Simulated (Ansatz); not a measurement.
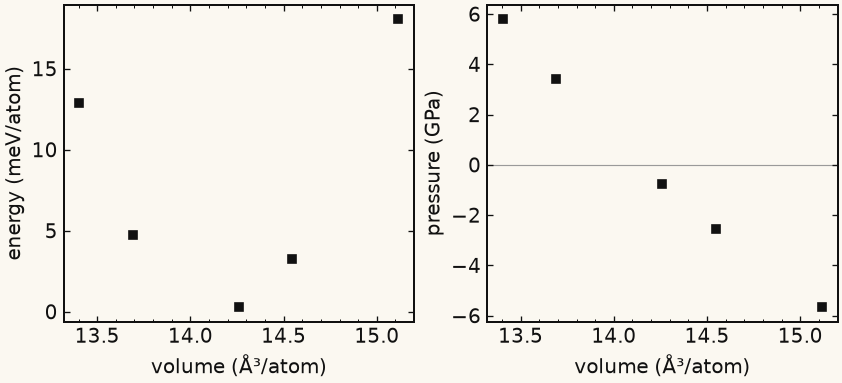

The picture above shows the energy and pressure against volume for BeS, space group F-43m (No. 216).

Cell as given: a = 3.429 Å, b = 3.429 Å, c = 3.429 Å, α = 60.00°, β = 60.00°, γ = 60.00°; 2 atoms.

Method: all-electron LAPW DFT, no spin polarisation; energies at scaled volumes of the given cell, shape and fractions fixed, counted from the fit's minimum, third-order Birch-Murnaghan fit (Ansatz 0.2.0). Level: PBEsol.

```tsv
setting	value
k mesh	9×9×9
occupations	Fermi–Dirac
smearing width	0.05 eV
potentials	all electron LAPW, scalar relativistic
program settings	basis error eV/atom 0.001
```

The points at volume 13.98 Å³/atom and 14.83 Å³/atom are left out of the plot. What values does the calculation give there?

```json
{"volume (Å³/atom)": "13.98", "energy (meV/atom)": "0.65", "pressure (GPa)": "1.22"}
{"volume (Å³/atom)": "14.83", "energy (meV/atom)": "9.27", "pressure (GPa)": "-4.18"}
```
